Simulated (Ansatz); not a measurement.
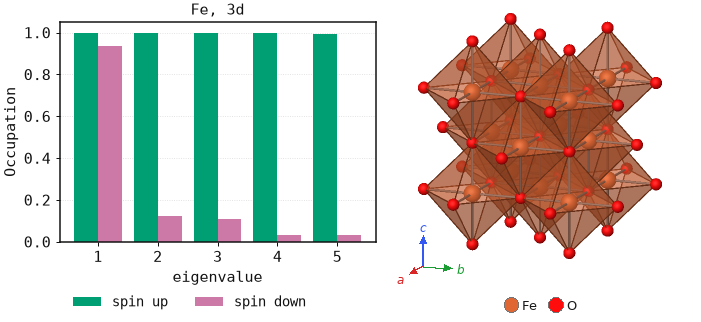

Eigenvalues of the local occupation matrix of the d shell (Löwdin-orthogonalised atomic projectors). The structure is drawn too. System: FeO, space group Fm-3m (No. 225), 2 atoms in the cell, FeO type. Level of theory: DFT PBEsol+U, scalar-relativistic, plane waves, PAW, Ueff = 5 eV on Fe d, spin-polarised, 8×8×8 k mesh, 420 eV cutoff; code Ansatz.

Counting eigenvalues over 0.6 as filled, Fe has 6 filled d states (d⁶), 5 up and 1 down, high spin; the eigenvalues sum to 6.2. The small eigenvalues come from mixing with neighbours' orbitals.

Start of the run: random orbitals: harmonics, high filling. Such runs often end in metastable states, so this need not be the lowest one. The occupations of the open shells lower the symmetry of the state. The cell is at 20 GPa in this functional.
